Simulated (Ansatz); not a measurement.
Single-point calculation, with input and output: MoS$_{2}$ (part 1 of 2)

The run: single-point calculation of MoS$_{2}$ (R3m, 3 atoms in the cell). Method and program: DFT PBE, scalar-relativistic, plane waves, PAW, spin-polarised (Ansatz 0.2.0).

The structure derives from an entry of the Crystallography Open Database. It belongs to a series of runs on one base structure; here: random orbitals: harmonics, high filling.

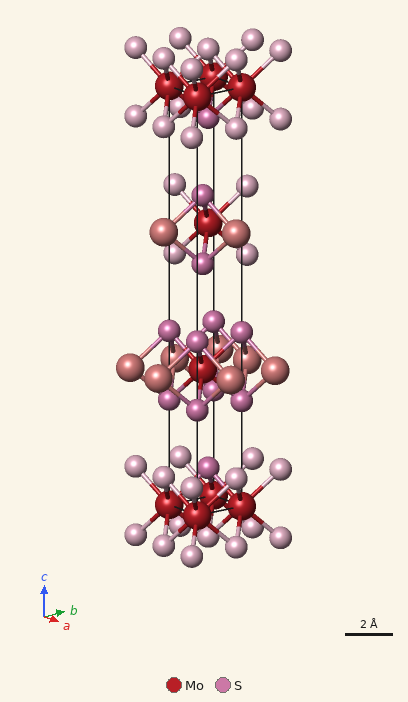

**Figure 1.** The structure (ball-and-stick view of the cell 3 times as large as that of the calculation, set on its symmetry axes, seen slightly off an axis; neighbours outside the cell are drawn fainter).

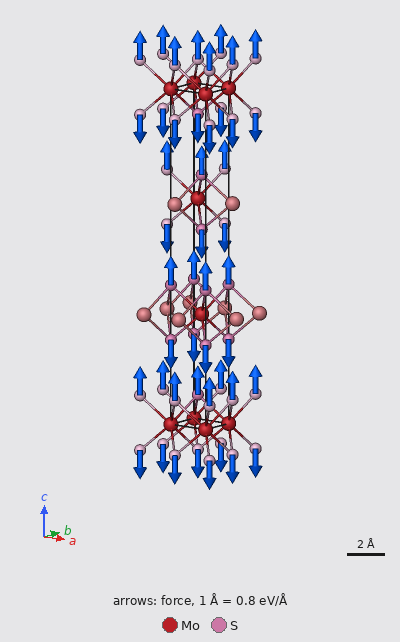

**Figure 2.** Forces on the atoms as blue arrows (ball-and-stick view of the cell 3 times as large as that of the calculation, set on its symmetry axes, seen slightly off an axis; neighbours outside the cell are drawn fainter); the smallest are left out. The largest act on S2, S3 (1.29 eV/Å). Atoms are counted from 1 in the order of the input and aren't labelled in the picture. The geometry is not a stationary point of this energy.

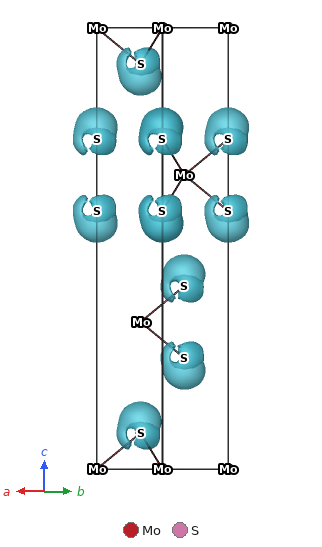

**Figure 3.** Isosurface of the ELF at 0.8 (cyan), seen along [110]. Core shells and regions of very low density are left out. Sticks mark near contacts. The outline is the cell set on symmetry axes. Along the contacts the grid gives the following. Mo–S (2.36 Å): the ELF is about 0.45 at the midpoint. The fields are those of the smooth PAW valence density.

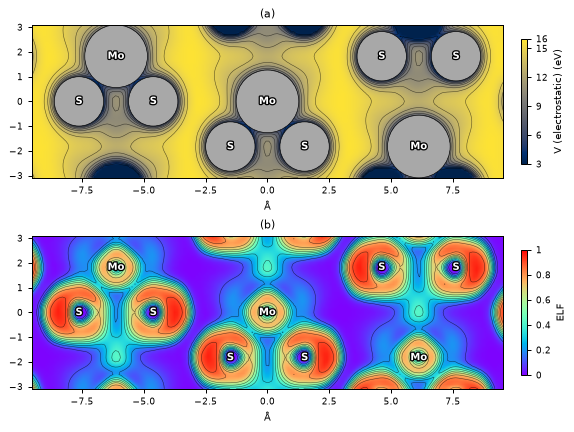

**Figure 4.** (a) electrostatic potential energy of an electron; (b) ELF on the (110) plane of the conventional cell. Grey discs, where drawn, cover atomic cores. The plane passes through Mo and S nuclei. Mo–S (2.36 Å): the ELF is about 0.45 at the midpoint. The strong features right at Mo lie inside the PAW spheres (semicore, d or f shells) and say nothing about bonding. Outside the cores the potential energy rises away from the atoms and is highest about 2.4 Å from the nearest atoms; outside the discs it spans about 12 eV, and its zero is arbitrary.

The input that produced these results follows, with the program's output.

The input
```yaml
crystal:
  lattice:
    - [1.58149989, 0.91307939, 6.12332821]
    - [-1.58149989, 0.91307939, 6.12332821]
    - [0.0, -1.82615878, 6.12332821]
  atoms:
    - { symbol: Mo, position: [0.0, 0.0, 0.0], spin: 2.0 }
    - { symbol: S, position: [0.7484, 0.7484, 0.7484] }
    - { symbol: S, position: [0.5849, 0.5849, 0.5849] }
basis:
  ecutwfc: 420
  ecutrho_ratio: 4
kpoints:
  mp_grid: { grid: [7, 7, 7] }
hamiltonian:
  xc: pbe
  hubbard:
    sites:
      - { site: 0, l: d, u_eff: 0.0, starting_ns: [{ spin: up, occupation_matrix: s0up }, { spin: down, occupation_matrix: s0down }] }
    occupation_matrices:
      s0up:
        matrix:
          - [0.02, 0.0, 0.0, 0.0, 0.0]
          - [0.0, 0.02, 0.0, 0.0, 0.0]
          - [0.0, 0.0, 0.97, 0.0, 0.0]
          - [0.0, 0.0, 0.0, 0.97, 0.0]
          - [0.0, 0.0, 0.0, 0.0, 0.02]
      s0down:
        matrix:
          - [0.02, 0.0, 0.0, 0.0, 0.0]
          - [0.0, 0.02, 0.0, 0.0, 0.0]
          - [0.0, 0.0, 0.02, 0.0, 0.0]
          - [0.0, 0.0, 0.0, 0.02, 0.0]
          - [0.0, 0.0, 0.0, 0.0, 0.02]
    ns_hold: { iters: 12 }
scf:
  occupations: { method: gaussian, width: 0.05 }
  lower_state_search: "off"
  max_iter: 150
output:
  forces: true
  stress: true
  eigenvalues: true
  populations: true
  hubbard: { sites: [{ site: 0, l: d }] }
  write_density: true
  write_potential: true
  elf: true
  volumetric_format: npy
magnetization:
  spin_polarized: true
```

Command:
```bash
ansatz run input.yaml --threads 2 --pin off --max-ram 3072MiB --backend cpu --events-out ev --progress --plain --runs-dir out
```

Log
```
Warning: crystal.symmetry: narrowed to the stabiliser of the occupation matrices — unitary ops 6 → 2; lowered by the specified shell (site 0, l: d); largest admitted image defect 4.4e-16, smallest excluded 7.1e-1 — at a splitting's scale: the group the occupation matrices' own texture admits
basis.fft_grid_basis auto: the FFT boxes are laid along the combinations [[1, -1, 0], [0, 1, 0], [0, -1, 1]] of the cell's own vectors, 3.163, 6.390 and 3.163 Å long. The dense box has 24×45×24 points. Along the cell's own vectors, as sized, it would have 45×45×45, 3.52 times as many. Of the 6 symmetry operations that the crystal satisfies within crystal.symmetry.tolerance (time reversal apart; of a slab, those that keep its plane) the dense box along the cell's own vectors carries 6, and the one as laid loses 4 of those. basis.fft_grid_basis: typed keeps the cell's own vectors: state it where this run's energies or levels are differenced outside the engine with another run's, or held beside a run that keeps those vectors. Those combinations have planes normal to reciprocal vector 3, as the cell's own vectors have. Each planar average written beside output.write_density, output.write_potential has a row for each plane of the box: 24. The volumetric files lie along those combinations, not along the cell's own vectors: a cube or XSF file states them, and fields.json those of NumPy files.
Mo: projections on atomic orbitals take those of the free atom [Ar 3d10] 4s2 4p6 4d5 5s1, of charge +0.00 (hamiltonian.pseudopotentials.projection_atoms); the dataset's partial waves leave at most 6.0e-6 of an orbital's norm unspanned inside its sphere
S: projections on atomic orbitals take those of the free atom [Ne] 3s2 3p4, of charge +0.00 (hamiltonian.pseudopotentials.projection_atoms); the dataset's partial waves leave at most 1.6e-7 of an orbital's norm unspanned inside its sphere
Engine: ansatz 0.2.0, x86_64-unknown-linux-gnu
Pseudopotentials: kind: paw
Pseudopotential: Mo, paw, valence charge 14, recommended cutoff 420 eV (normal), Mo.paw.azcp
Pseudopotential: S, paw, valence charge 6, recommended cutoff 420 eV (normal), S.paw.azcp
Functional definition: PBE
  parameter kappa = 0.804
  parameter beta = 0.06672455060314922
  exchange = pbe_x(kappa = kappa, mu = beta*pi^2/3)
  correlation = pbe_c(beta = beta)
Crystal: 3 atoms, lattice volume = 53.054 Å³
Basis set: ecut = 420 eV, 1011 PW (Γ), FFT grids on a1−a2, a2, −a2+a3, exchange–correlation on 48×90×48 points (8 copies of the dense FFT grid, shifted against one another)
Bands: 18, of which v1, the nominal top of the filled ones, is band 13 counted from 1 (12 counted from 0)
Symmetry: 2 space group operations
k-points: 100 of 343 (time reversal used)
Non-local potential: Mo, projectors of the file, l = 0: 3, l = 1: 2, l = 2: 2, l = 3: 1
Non-local potential: S, projectors of the file, l = 0: 2, l = 1: 2, l = 2: 2
PAW form: soft (Blöchl's): semilocal exchange-correlation on the pseudo side does not see the compensation charge
PAW one-centre angular grid: Mo, 590 points (default); XC on 64 Gauss nodes
PAW one-centre angular grid: S, 110 points (default); XC on 64 Gauss nodes
Initial density: superposition of atomic densities (chi_scale 0.1, normalization cell)
Starting moments: Σ|m| = 2 μB on 1 of 3 sites
Initial wavefunctions: pseudopotential atomic-orbital guess
Functional: x = pbe(κ = 0.804, μ = 0.2195149727645171), c = pbe(β = 0.06672455060314922)
```
